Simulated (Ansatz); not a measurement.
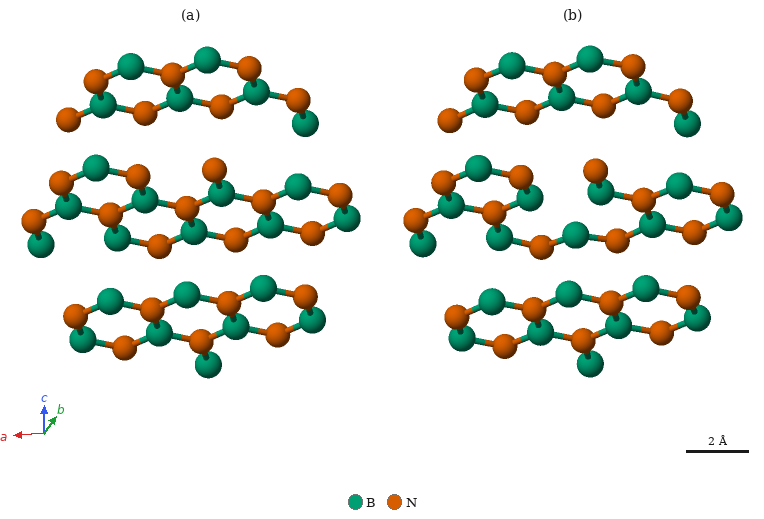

Left: perfect BN. Right: the same region with one point defect, after relaxing the atoms in a supercell of 32 sites. Style: ball-and-stick. Shown: the atoms within 5.5 Å of one point, in a slice 4.2 Å thick across the line of sight, from a free direction.

Level of theory: DFT PBE+D3(BJ), scalar-relativistic, plane waves, PAW in Ansatz. (plane-wave cutoff 420 eV; k-point mesh 2 × 2 × 2; occupations gaussian; smearing width 0.01 eV; mesh shifted by (0.5, 0.5, 0.5); collinear spin) The cell is small and the k-mesh coarse, so the numbers are rough. The axes drawn are those of the host's conventional cell.

What kind of defect was made?

Answer. A nitrogen atom is taken out (a vacancy).

The charge state of the cell is 0.

What does the relaxation do around it?

Answer. Around the empty N site the host had 3 B at 1.45 Å; after relaxation the nearest atoms are 3 B at 1.36 to 1.40 Å. Of the host's atoms, a boron atom moves furthest from its site, by 0.17 Å. The cell's net moment is 1.00 μB.
